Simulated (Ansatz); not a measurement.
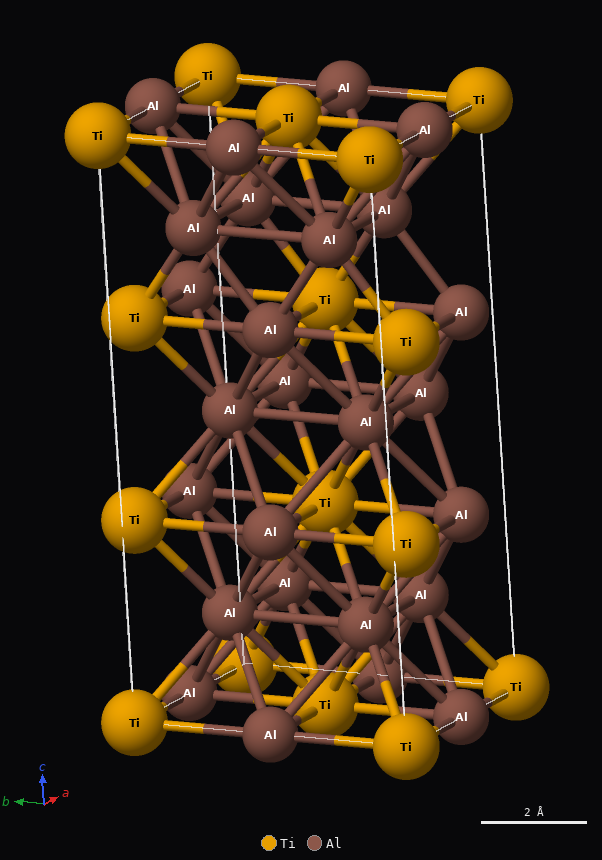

The figure gives a ball-and-stick picture of the atoms, viewed from a general direction. The frame is the conventional unit cell; atoms at its boundary are shown with their periodic copies.

TiAl$_{3}$, space group Cm (No. 8), a = 5.58 Å, b = 5.58 Å, c = 11.99 Å, α = 90.00°, β = 98.93°, γ = 90.00°.

Method used: DFT PBEsol, scalar-relativistic, plane waves, PAW (Ansatz 0.2.0). It ran with E_cut = 420 eV, k-points about 0.13 Å⁻¹ apart, Gaussian smearing of 0.15 eV, no spin polarisation.

What is the band gap, if any?

Answer. A metal: bands cross the Fermi level.

State the hydrostatic pressure.

Answer. The computed pressure is 3.5 GPa (compressed: it would expand). The stress isn't hydrostatic: its largest component is 10.2 GPa.

Provenance: a structure listed in the Materials Project. The cell was then strained or its atoms displaced on purpose. A calculation with Ansatz used it as input.

At this level of theory the run's own cell isn't at rest (forces up to 3.3 eV/Å), so its distances can differ from those at equilibrium, the more so the softer the solid.
